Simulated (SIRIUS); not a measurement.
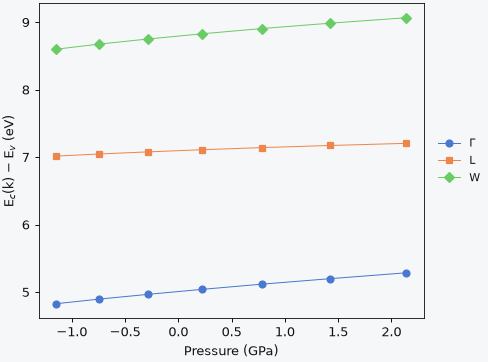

Lowest conduction level at each named k point, counted from the valence-band top at Γ.

System: rocksalt NaCl, space group Fm-3m (No. 225), 2 atoms in the primitive cell. The cell is scaled uniformly. Method: PBEsol, PseudoDojo 0.4.1 PBEsol standard (scalar relativistic), no spin polarisation, no spin-orbit coupling, 8×8×8 k mesh, 1202 eV cutoff (SIRIUS).

> How does each level move from −1.1 GPa to 2.1 GPa?

Γ rises by 0.46 eV, L rises by 0.18 eV and W rises by 0.47 eV.

> What are the pressure coefficients?

Straight lines through the points have slopes of +139 at Γ, +57 at L and +141 at W (meV per GPa).

> Which of these conduction levels is lowest, and does that change?

The lowest is the one at Γ, over the whole range, so among these points the gap stays direct.

The values:
| pressure | Γ (eV) | L (eV) | W (eV) | volume (Å³/atom) |
| --- | --- | --- | --- | --- |
| −1.1 GPa | 4.83 | 7.02 | 8.60 | 23.12 |
| −0.7 GPa | 4.90 | 7.05 | 8.68 | 22.69 |
| −0.3 GPa | 4.97 | 7.08 | 8.75 | 22.25 |
| 0.2 GPa | 5.04 | 7.11 | 8.83 | 21.81 |
| 0.8 GPa | 5.12 | 7.14 | 8.91 | 21.38 |
| 1.4 GPa | 5.20 | 7.17 | 8.99 | 20.94 |
| 2.1 GPa | 5.29 | 7.21 | 9.07 | 20.50 |

LDA, GGA and most meta-GGA functionals understate gaps. The cell is a database's computed one.
